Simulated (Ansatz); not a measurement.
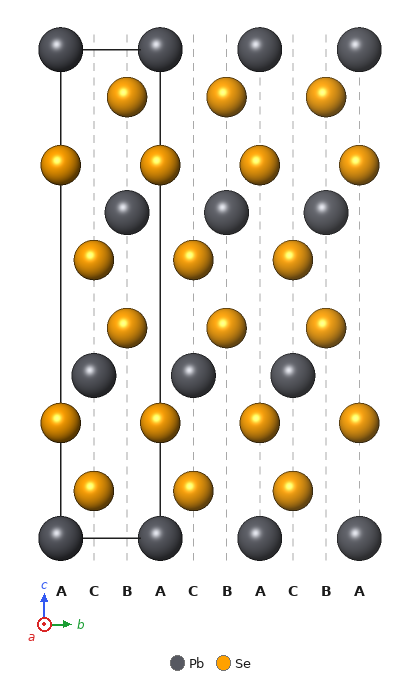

Projection along an edge of the hexagonal mesh, stacking direction c upwards. The dashed lines mark the three columns A (0, 0), B (1/3, 2/3) and C (2/3, 1/3). The sequence starts with the first layer at or above the cell's origin.

The compound is PbSe₂ (space group R-3m, No. 166), taken as the input geometry of an electronic-structure calculation (not necessarily at equilibrium); the starting structure was generated, so it need not be a known form of this composition.

Question: Give the sequence of layers in one repeat, with element and column.

Answer: Pb(A) – Se(C) – Se(A) – Pb(C) – Se(B) – Se(C) – Pb(B) – Se(A) – Se(B) (nine layers in 17.14 Å).

Question: How are the Se layers alone stacked?

Answer: Se layers alone: CABCAB, the cubic type.

Question: Which positions between or in the Se layers do the other atoms fill?

Answer: Pb: three octahedral sites in each hexagonal cell. Three of the six gaps between Se layers are empty, 2.39 Å wide.

Question: What short polytype symbol fits?

Answer: Polytype symbol 3R, the symbol of a layered MX2 polytype (number of slabs in the repeat and lattice).

Heights of the layers:

```json
{"layer": "1", "atoms (column)": "Pb(A)", "height (Å)": "0.00", "to next (Å)": "1.66"}
{"layer": "2", "atoms (column)": "Se(C)", "height (Å)": "1.66", "to next (Å)": "2.39"}
{"layer": "3", "atoms (column)": "Se(A)", "height (Å)": "4.05", "to next (Å)": "1.66"}
{"layer": "4", "atoms (column)": "Pb(C)", "height (Å)": "5.71", "to next (Å)": "1.66"}
{"layer": "5", "atoms (column)": "Se(B)", "height (Å)": "7.38", "to next (Å)": "2.39"}
{"layer": "6", "atoms (column)": "Se(C)", "height (Å)": "9.76", "to next (Å)": "1.66"}
{"layer": "7", "atoms (column)": "Pb(B)", "height (Å)": "11.43", "to next (Å)": "1.66"}
{"layer": "8", "atoms (column)": "Se(A)", "height (Å)": "13.09", "to next (Å)": "2.39"}
{"layer": "9", "atoms (column)": "Se(B)", "height (Å)": "15.48", "to next (Å)": "1.66"}
```
